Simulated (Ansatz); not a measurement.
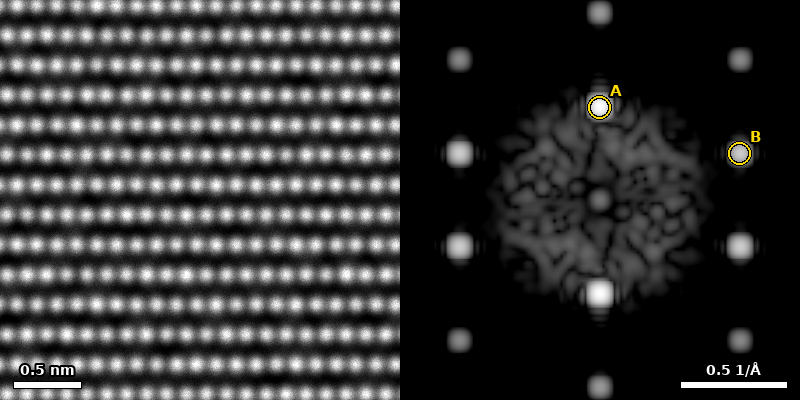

Dark-field STEM-like image of a crystal. Simulated incoherent Z contrast: every atom adds Z^1.7 spread by a probe of 1.02 Å full width; channelling and multiple scattering are left out. Shot noise and the speckle of an amorphous layer were added.

The right panel is the modulus of the image's Fourier transform on a logarithmic scale.

### Which lattice spacings do the marked spots stand for, and what angle do A and B enclose?

A: 2.2 Å, B: 1.4 Å; A and B enclose about 72°.

The crystal is Sn (Pm-3m, No. 221) along [221]; the spots are (-1 1 0) and (0 1 -2). Model: the geometry given to an electronic-structure calculation, possibly off equilibrium; the starting structure was generated, so it need not be a known form of this composition.
